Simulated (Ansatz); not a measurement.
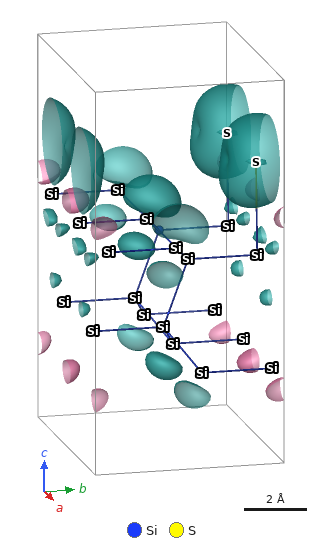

The picture shows: Si8S (slab). Isosurfaces of the magnetisation density (up minus down) at +0.015 (teal) and −0.015 e/Å³ (pink), seen slightly off an axis. Sticks mark near contacts.

A point of a scan over the structure, not its minimum; not relaxed (largest force 1.9 eV/Å); PAW files of the earlier set (soft_1); spin-polarised.

These are results of DFT PBE+D3(BJ), scalar-relativistic, plane waves, PAW (Ansatz 0.2.0), not measurements.

Core electrons are frozen (PAW), and the valence fields are smoothed inside the atomic spheres.

Which atoms carry the moments, and with what signs?

The spin density sits on S: +0.7 μB in one cell of 9 atoms, with smaller moments on other sites: Si (up to +0.06 μB): a single local moment. The cell of the calculation (9 atoms) carries 1.1 μB of net spin moment.
